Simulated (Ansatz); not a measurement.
## Run report: W4Si9, geometry relaxation (part 2 of 2)

The same run, continued: W4Si9 (defect cell, 26 atoms in the cell); DFT PBE, scalar-relativistic, plane waves, PAW, no spin polarisation (Ansatz 0.2.0); cutoff 420 eV, 4×4×4 k-mesh, Gaussian smearing of 0.1 eV. The structure derives from an entry of the Crystallography Open Database. It belongs to a series of runs on one base structure; here: W vacancy, atoms relaxed.

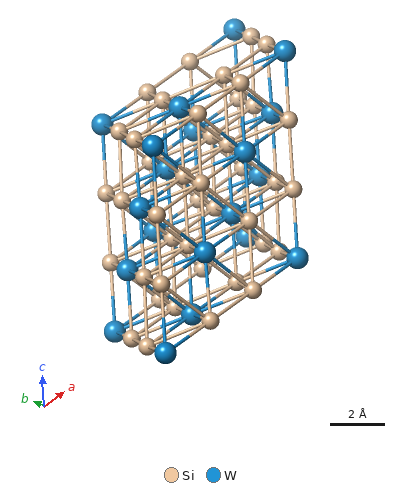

Fig. 1: The geometry at step 3 of the log (ball-and-stick view of the cell of the calculation, seen slightly off an axis).

Output, continued
```
  k-point 0: bands = ["-58.5348", "-58.5309", "-58.5309", "-58.5270", "-58.4306", "-58.4306", "-58.4269", "-58.4269", "-22.9425", "-22.9324", "-22.9235", "-22.9235", "-22.8902", "-22.8902", "-22.8780", "-22.8765", "-22.8401", "-22.8317", "-22.8317", "-22.8156", "-22.8055", "-22.8013", "-22.7528", "-22.7528", "-22.7455", "-22.7434", "-22.7395", "-22.7354", "-22.7270", "-22.7270", "-22.6989", "-22.6989", "1.5836", "4.5231", "4.5231", "4.7188", "4.7315", "4.8024", "4.9373", "4.9776", "4.9776", "6.2158", "6.2158", "6.2309", "6.4626", "8.0402", "8.0402", "8.1593", "8.5302", "8.9139", "9.1222", "9.1222", "9.1594", "9.2009", "9.3624", "9.4566", "9.4566", "9.7440", "9.8283", "9.9023", "10.1250", "10.1250", "11.7369", "12.2564", "12.3408", "12.3408", "12.3958", "12.5869", "12.6759", "12.6759", "12.6932", "12.6932", "12.8799", "12.9592", "12.9592", "12.9614", "12.9657", "13.0078", "13.0078", "13.0571", "13.0642", "13.1970", "13.1970", "13.2027", "13.3629", "14.1201", "14.1201", "14.3902", "14.4190", "14.5509", "15.1562", "15.1839", "16.6341", "16.6341", "16.7567", "17.1097", "17.1097", "17.2874", "17.2931", "17.2931", "17.3444", "17.3938", "17.7437", "18.0034", "18.0493", "18.0493", "18.1046", "18.1229", "18.2050", "18.2050", "18.2145", "18.5327", "18.5327", "18.5418", "18.8477", "18.8721", "18.8721", "18.9313"]
  k-point 1: bands = ["-58.5348", "-58.5309", "-58.5309", "-58.5271", "-58.4306", "-58.4306", "-58.4269", "-58.4268", "-22.9607", "-22.9516", "-22.9416", "-22.9409", "-22.8606", "-22.8603", "-22.8491", "-22.8444", "-22.8411", "-22.8319", "-22.8297", "-22.8167", "-22.8048", "-22.8021", "-22.7653", "-22.7645", "-22.7564", "-22.7520", "-22.7429", "-22.7354", "-22.7273", "-22.7269", "-22.6995", "-22.6983", "1.7992", "3.4255", "4.4603", "4.5114", "4.7327", "4.9091", "5.6100", "5.6613", "5.6941", "5.7046", "5.8705", "6.1533", "6.2446", "7.9075", "7.9305", "8.0918", "8.1270", "8.8470", "9.0124", "9.0442", "9.0936", "9.3423", "9.4516", "9.8015", "9.8619", "9.9329", "10.1284", "10.1535", "11.1520", "11.4417", "11.4547", "11.6655", "12.1353", "12.1802", "12.2338", "12.2456", "12.3044", "12.3367", "12.4045", "12.5289", "12.5800", "12.6216", "12.7833", "12.8242", "12.9430", "13.0442", "13.0846", "13.1931", "13.2567", "13.3077", "13.3941", "13.5366", "13.5974", "13.8191", "14.0624", "14.0714", "14.2638", "14.5731", "14.8662", "14.9508", "15.8633", "16.2153", "16.3548", "16.6780", "16.7091", "17.2364", "17.2837", "17.3855", "17.4066", "17.6129", "17.6615", "17.8935", "18.0767", "18.1153", "18.2607", "18.2726", "18.3746", "18.4112", "18.4939", "18.5061", "18.6603", "18.6966", "18.7480", "18.7925", "18.8880", "18.9924"]
  k-point 2: bands = ["-58.5347", "-58.5309", "-58.5309", "-58.5271", "-58.4306", "-58.4305", "-58.4269", "-58.4268", "-22.9719", "-22.9625", "-22.9532", "-22.9521", "-22.8418", "-22.8320", "-22.8281", "-22.8276", "-22.8275", "-22.8223", "-22.8183", "-22.8108", "-22.8044", "-22.8031", "-22.7866", "-22.7847", "-22.7738", "-22.7732", "-22.7424", "-22.7353", "-22.7276", "-22.7269", "-22.7001", "-22.6977", "2.3401", "2.5351", "4.3228", "4.3634", "5.3151", "5.3460", "5.3765", "5.4339", "5.4535", "5.8050", "6.1119", "6.5280", "6.6961", "6.7226", "6.8141", "8.6662", "8.6908", "8.7072", "8.7720", "9.1351", "9.3730", "9.5712", "9.6968", "9.9846", "10.4241", "10.6162", "10.6276", "10.8521", "10.9769", "11.0088", "11.0817", "11.3390", "11.3764", "11.9448", "11.9523", "12.0331", "12.3942", "12.4008", "12.5098", "12.5288", "12.5413", "12.6247", "12.6378", "12.6781", "12.6792", "13.1060", "13.2657", "13.4081", "13.4464", "13.6998", "13.7181", "13.7501", "13.7792", "13.8540", "13.8647", "13.8686", "13.9354", "14.0163", "14.4088", "14.7849", "15.3655", "15.8046", "15.8283", "16.1449", "16.2496", "16.9133", "17.1429", "17.3492", "17.5212", "17.6191", "17.7917", "17.8126", "17.8283", "17.9880", "18.1691", "18.2577", "18.2971", "18.3149", "18.3469", "18.3920", "18.6165", "18.8991", "19.0626", "19.0685", "19.0998", "19.1650"]
  k-point 12: bands = ["-58.5347", "-58.5309", "-58.5309", "-58.5271", "-58.4306", "-58.4306", "-58.4269", "-58.4268", "-22.9719", "-22.9625", "-22.9527", "-22.9527", "-22.8415", "-22.8302", "-22.8302", "-22.8274", "-22.8274", "-22.8222", "-22.8185", "-22.8108", "-22.8038", "-22.8038", "-22.7865", "-22.7847", "-22.7735", "-22.7735", "-22.7389", "-22.7389", "-22.7275", "-22.7270", "-22.7001", "-22.6977", "2.9881", "2.9881", "3.0074", "3.2924", "5.7151", "5.7662", "5.7662", "5.8172", "5.8342", "5.9813", "5.9813", "6.2377", "6.2599", "7.3404", "7.3554", "7.3554", "7.6111", "8.9335", "9.0407", "9.0407", "9.9956", "10.0101", "10.0101", "10.3281", "10.4257", "10.4625", "10.4625", "10.7409", "10.9429", "11.2204", "11.2204", "11.3102", "11.7977", "11.7977", "12.0934", "12.1532", "12.4632", "12.5116", "12.5563", "12.5563", "12.6183", "12.8277", "12.8318", "12.8318", "12.8596", "12.9944", "13.0044", "13.0044", "13.1251", "13.1251", "13.3829", "13.4893", "13.4893", "13.5239", "13.9355", "13.9355", "14.0634", "14.1054", "14.1106", "14.8496", "15.5114", "15.5114", "16.0052", "16.1853", "16.3226", "16.3226", "16.3973", "16.8406", "16.9833", "17.3410", "17.3410", "17.3658", "17.7920", "17.9439", "17.9893", "17.9893", "18.1974", "18.4489", "18.4489", "18.5368", "19.0187", "19.1538", "19.1538", "19.2605", "19.3947", "19.4130"]
--- Relaxed structure (4 steps of the walk, 4 accepted, 0 SCFs on fresh bases) ---
  F+E_penalty+E_count = -94529.17315346 eV   max|allowed force component| = 8.580e-3 eV/Å
  atoms:
    - { symbol: Si, position: [0.9925539528519485, 0.337522606319451, 1.0] }
    - { symbol: Si, position: [0.6660150524315958, 0.33442832619486296, 0.6677616595281962] }
    - { symbol: Si, position: [0.3337767119597923, 0.3344283261948628, 0.33223834047180373] }
    - { symbol: Si, position: [1.001538371487988, -0.0010949928615294757, 0.3322383404718038] }
    - { symbol: Si, position: [0.6634098925047328, -0.004189272986117598, 0.9999999999999999] }
    - { symbol: Si, position: [0.3337767119597923, -0.0010949928615295312, 0.6677616595281961] }
    - { symbol: Si, position: [0.9925539528519484, 0.6666666666666665, 0.6708559396527842] }
    - { symbol: Si, position: [0.6634098925047326, 0.6666666666666666, 0.32914406034721566] }
    - { symbol: Si, position: [0.3309682888054828, 0.6666666666666665, 0.0] }
    - { symbol: Si, position: [0.0023650445278502463, 0.6666666666666667, 1.0] }
    - { symbol: Si, position: [0.6699234408286004, 0.6666666666666665, 0.6708559396527842] }
    - { symbol: Si, position: [0.34077938048138434, 0.6666666666666666, 0.32914406034721566] }
    - { symbol: Si, position: [-0.00044337862645882353, 0.3344283261948628, 0.33223834047180373] }
    - { symbol: Si, position: [0.6699234408286001, 0.337522606319451, 0.0] }
    - { symbol: Si, position: [0.3317949618453446, 0.33442832619486296, 0.6677616595281962] }
    - { symbol: Si, position: [-0.0004433786264591566, 0.9989050071384705, 0.6677616595281962] }
    - { symbol: Si, position: [0.6673182809017375, 0.9989050071384702, 0.3322383404718036] }
    - { symbol: Si, position: [0.34077938048138434, 0.9958107270138823, 0.0] }
    - { symbol: W, position: [0.3320622570686115, 0.6666666666666664, 0.6692088191961102] }
    - { symbol: W, position: [0.0012710762647216711, 0.6666666666666667, 0.3307911808038897] }
    - { symbol: W, position: [0.6666666666666665, 0.3325231636277804, 0.3341435030388861] }
    - { symbol: W, position: [0.33206225706861137, 0.335875485862777, 0.0] }
    - { symbol: W, position: [0.0008101697055528656, 0.33252316362778045, 0.6658564969611137] }
    - { symbol: W, position: [0.6666666666666664, 1.000810169705553, 0.6658564969611138] }
    - { symbol: W, position: [0.33252316362778034, 1.0008101697055527, 0.3341435030388861] }
    - { symbol: W, position: [1.0012710762647217, 0.9974578474705562, 1.0] }
```

Trajectory as extended XYZ (Å, eV, eV/Å), 4 frames, from step=1 to step=4
```
26
Lattice="0.0000 0.0000 -7.8668 -4.8435 -4.8435 -3.9334 -4.8435 4.8435 -3.9334" Properties=species:S:1:pos:R:3:forces:R:3 step=1 energy=-94529.05529
Si   -6.4580    3.2290  -13.1016   -0.2176  -0.2176   0.4304
Si   -4.8435    1.6145   -9.1682   -0.0505   0.0000  -0.1607
Si   -3.2290    0.0000   -5.2348    0.0000  -0.0505  -0.1607
Si   -1.6145    1.6145   -9.1682    0.0505   0.0000  -0.1607
Si   -4.8435    4.8435   -9.1682    0.2176   0.2176   0.4304
Si   -3.2290    3.2290   -5.2348    0.0000   0.0505  -0.1607
Si   -6.4580    0.0000  -13.1016   -0.2176   0.2176   0.4304
Si   -4.8435   -1.6145   -9.1682    0.2176  -0.2176   0.4304
Si   -3.2290   -3.2290   -5.2348    0.0000   0.0000   0.1825
Si   -8.0725    1.6145   -6.5655    0.0000   0.0000  -0.1825
Si   -6.4580    0.0000  -10.4989   -0.2176   0.2176  -0.4304
Si   -4.8435   -1.6145   -6.5655    0.2176  -0.2176  -0.4304
Si   -3.2290    0.0000   -2.6320    0.0000  -0.0505   0.1607
Si   -1.6145   -1.6145   -6.5655   -0.2176  -0.2176  -0.4304
Si   -4.8435    1.6145   -6.5655   -0.0505   0.0000   0.1607
Si   -8.0725   -1.6145   -6.5655    0.0000   0.0505   0.1607
Si   -6.4580   -3.2290  -10.4989    0.0505   0.0000   0.1607
Si   -4.8435   -4.8435   -6.5655    0.2176   0.2176  -0.4304
W    -6.4580    0.0000   -7.8668   -0.2624   0.2624   0.0000
W    -4.8435   -1.6145   -3.9334    0.2624  -0.2624   0.0000
W    -3.2290    0.0000   -7.8668    0.0000   0.1141   0.0000
W    -1.6145   -1.6145   -3.9334   -0.2624  -0.2624   0.0000
W    -4.8435    1.6145   -3.9334    0.1141   0.0000   0.0000
W    -8.0725   -1.6145  -11.8002    0.0000  -0.1141   0.0000
W    -6.4580   -3.2290   -7.8668   -0.1141   0.0000   0.0000
W    -9.6870    0.0000  -15.7337    0.2624   0.2624   0.0000
26
Lattice="0.0000 0.0000 -7.8668 -4.8435 -4.8435 -3.9334 -4.8435 4.8435 -3.9334" Properties=species:S:1:pos:R:3:forces:R:3 step=2 energy=-94529.15271
Si   -6.4733    3.2137  -13.0708   -0.0067  -0.0067   0.0859
Si   -4.8580    1.6145   -9.1824    0.0396   0.0000  -0.0322
Si   -3.2290   -0.0145   -5.2490    0.0000   0.0396  -0.0322
Si   -1.6000    1.6145   -9.1824   -0.0396   0.0000  -0.0322
Si   -4.8282    4.8588   -9.1374    0.0067   0.0067   0.0859
Si   -3.2290    3.2435   -5.2490    0.0000  -0.0396  -0.0322
Si   -6.4733    0.0153  -13.0708   -0.0067   0.0067   0.0859
Si   -4.8282   -1.6298   -9.1374    0.0067  -0.0067   0.0859
Si   -3.2290   -3.2290   -5.2338    0.0000   0.0000  -0.0360
Si   -8.0725    1.6145   -6.5664    0.0000   0.0000   0.0360
Si   -6.4733    0.0153  -10.5297   -0.0067   0.0067  -0.0859
Si   -4.8282   -1.6298   -6.5962    0.0067  -0.0067  -0.0859
Si   -3.2290   -0.0145   -2.6179    0.0000   0.0396   0.0322
Si   -1.6298   -1.6298   -6.5962   -0.0067  -0.0067  -0.0859
Si   -4.8580    1.6145   -6.5513    0.0396   0.0000   0.0322
Si   -8.0725   -1.6000   -6.5513    0.0000  -0.0396   0.0322
Si   -6.4435   -3.2290  -10.4847   -0.0396   0.0000   0.0322
Si   -4.8282   -4.8282   -6.5962    0.0067   0.0067  -0.0859
W    -6.4793    0.0213   -7.8668    0.1703  -0.1703   0.0000
W    -4.8222   -1.6358   -3.9334   -0.1703   0.1703   0.0000
W    -3.2290    0.0255   -7.8668    0.0000  -0.3760   0.0000
W    -1.6358   -1.6358   -3.9334    0.1703   0.1703   0.0000
W    -4.8180    1.6145   -3.9334   -0.3760   0.0000   0.0000
W    -8.0725   -1.6400  -11.8002    0.0000   0.3760   0.0000
W    -6.4835   -3.2290   -7.8668    0.3760   0.0000   0.0000
W    -9.6657    0.0213  -15.7337   -0.1703  -0.1703   0.0000
26
Lattice="0.0000 0.0000 -7.8668 -4.8435 -4.8435 -3.9334 -4.8435 4.8435 -3.9334" Properties=species:S:1:pos:R:3:forces:R:3 step=3 energy=-94529.17282
Si   -6.4792    3.2078  -13.0693    0.0103   0.0103   0.0017
Si   -4.8529    1.6145   -9.1818   -0.0232   0.0000   0.0078
Si   -3.2290   -0.0094   -5.2484    0.0000  -0.0232   0.0078
Si   -1.6051    1.6145   -9.1818    0.0232   0.0000   0.0078
Si   -4.8223    4.8647   -9.1359   -0.0103  -0.0103   0.0017
Si   -3.2290    3.2384   -5.2484    0.0000   0.0232   0.0078
Si   -6.4792    0.0212  -13.0693    0.0103  -0.0103   0.0017
Si   -4.8223   -1.6357   -9.1359   -0.0103   0.0103   0.0017
Si   -3.2290   -3.2290   -5.2270    0.0000   0.0000   0.0330
Si   -8.0725    1.6145   -6.5732    0.0000   0.0000  -0.0330
Si   -6.4792    0.0212  -10.5312    0.0103  -0.0103  -0.0017
Si   -4.8223   -1.6357   -6.5978   -0.0103   0.0103  -0.0017
Si   -3.2290   -0.0094   -2.6185    0.0000  -0.0232  -0.0078
Si   -1.6357   -1.6357   -6.5978    0.0103   0.0103  -0.0017
Si   -4.8529    1.6145   -6.5519   -0.0232   0.0000  -0.0078
Si   -8.0725   -1.6051   -6.5519    0.0000   0.0232  -0.0078
Si   -6.4486   -3.2290  -10.4853    0.0232   0.0000  -0.0078
Si   -4.8223   -4.8223   -6.5978   -0.0103  -0.0103  -0.0017
W    -6.4697    0.0117   -7.8668   -0.0115   0.0115   0.0000
W    -4.8318   -1.6262   -3.9334    0.0115  -0.0115   0.0000
W    -3.2290    0.0084   -7.8668    0.0000  -0.0184   0.0000
W    -1.6262   -1.6262   -3.9334   -0.0115  -0.0115   0.0000
W    -4.8350    1.6145   -3.9334   -0.0184   0.0000   0.0000
W    -8.0725   -1.6229  -11.8002    0.0000   0.0184   0.0000
W    -6.4664   -3.2290   -7.8668    0.0184   0.0000   0.0000
W    -9.6753    0.0117  -15.7337    0.0115   0.0115   0.0000
26
Lattice="0.0000 0.0000 -7.8668 -4.8435 -4.8435 -3.9334 -4.8435 4.8435 -3.9334" Properties=species:S:1:pos:R:3:forces:R:3 step=4 energy=-94529.17315
Si   -6.4783    3.2087  -13.0693    0.0022   0.0022   0.0036
Si   -4.8541    1.6145   -9.1815   -0.0066   0.0000  -0.0011
Si   -3.2290   -0.0106   -5.2480    0.0000  -0.0066  -0.0011
Si   -1.6039    1.6145   -9.1815    0.0066   0.0000  -0.0011
Si   -4.8232    4.8638   -9.1359   -0.0022  -0.0022   0.0036
Si   -3.2290    3.2396   -5.2480    0.0000   0.0066  -0.0011
Si   -6.4783    0.0203  -13.0693    0.0022  -0.0022   0.0036
Si   -4.8232   -1.6348   -9.1359   -0.0022   0.0022   0.0036
Si   -3.2290   -3.2290   -5.2259    0.0000   0.0000   0.0086
Si   -8.0725    1.6145   -6.5743    0.0000   0.0000  -0.0086
Si   -6.4783    0.0203  -10.5312    0.0022  -0.0022  -0.0036
Si   -4.8232   -1.6348   -6.5978   -0.0022   0.0022  -0.0036
Si   -3.2290   -0.0106   -2.6188    0.0000  -0.0066   0.0011
Si   -1.6348   -1.6348   -6.5978    0.0022   0.0022  -0.0036
Si   -4.8541    1.6145   -6.5522   -0.0066   0.0000   0.0011
Si   -8.0725   -1.6039   -6.5522    0.0000   0.0066   0.0011
Si   -6.4474   -3.2290  -10.4856    0.0066   0.0000   0.0011
Si   -4.8232   -4.8232   -6.5978   -0.0022  -0.0022  -0.0036
W    -6.4703    0.0123   -7.8668    0.0022  -0.0022   0.0000
W    -4.8312   -1.6268   -3.9334   -0.0022   0.0022   0.0000
W    -3.2290    0.0078   -7.8668    0.0000  -0.0021   0.0000
W    -1.6268   -1.6268   -3.9334    0.0022   0.0022   0.0000
W    -4.8356    1.6145   -3.9334   -0.0021   0.0000   0.0000
W    -8.0725   -1.6223  -11.8002    0.0000   0.0021   0.0000
W    -6.4658   -3.2290   -7.8668    0.0021   0.0000   0.0000
W    -9.6747    0.0123  -15.7337   -0.0022  -0.0022   0.0000
```
